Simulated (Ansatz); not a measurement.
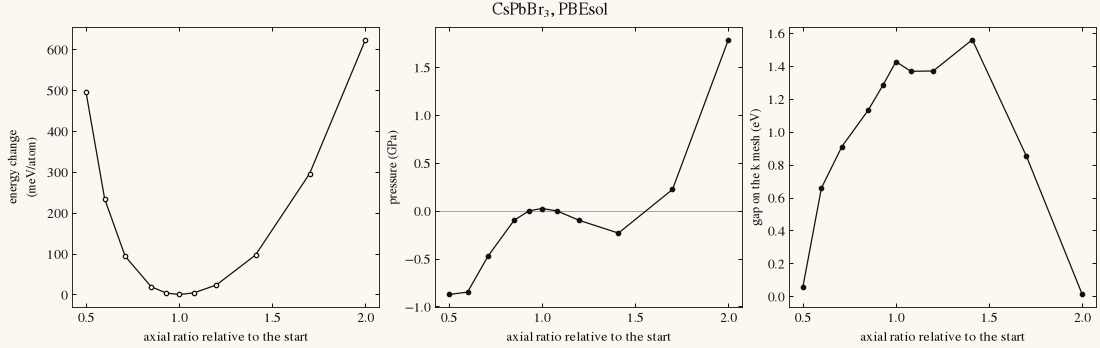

The plot gives the computed energy change, pressure and gap on the k mesh against relative axial ratio for CsPbBr₃, space group Pm-3m (No. 221).

The given structure:
```yaml
crystal:
  lattice:
    - [5.87000, 0.00000, 0.00000]
    - [0.00000, 5.87000, 0.00000]
    - [0.00000, 0.00000, 5.87000]
  atoms:
    - { symbol: Cs, position: [0.00000, 0.00000, 0.00000] }
    - { symbol: Pb, position: [0.50000, 0.50000, 0.50000] }
    - { symbol: Br, position: [0.00000, 0.50000, 0.50000] }
    - { symbol: Br, position: [0.50000, 0.00000, 0.50000] }
    - { symbol: Br, position: [0.50000, 0.50000, 0.00000] }
```

Calculation (Ansatz 0.2.0): deformation of a crystal at fixed volume, lengths along the axis scaled against those across it, fractional coordinates fixed, by plane-wave density functional theory with PAW datasets, free energies less that of the undisturbed cell, pressure positive in compression; scalar-relativistic. Level: PBEsol, no spin polarisation.

- wave cutoff: 420 eV
- k mesh: 6×6×6
- occupations: Gaussian
- smearing width: 0.05 eV
- k shift: (0, 0, 0) (mesh steps)
- start: as given
- path: trigonal
- axis direction: (0.5774, 0.5774, 0.5774) (Cartesian unit vector)

Question: At which relative axial ratio is the energy change least?

Answer: The lowest computed point is at relative axial ratio 1.00 (0 meV/atom), in a single well.

Question: Read off the course of the pressure.

Answer: It goes from −0.875 GPa at relative axial ratio 0.50 to 1.786 GPa at 2.00, not monotonically, and changes sign near 1.56.

Limits of the calculation: reference crystal is not relaxed.
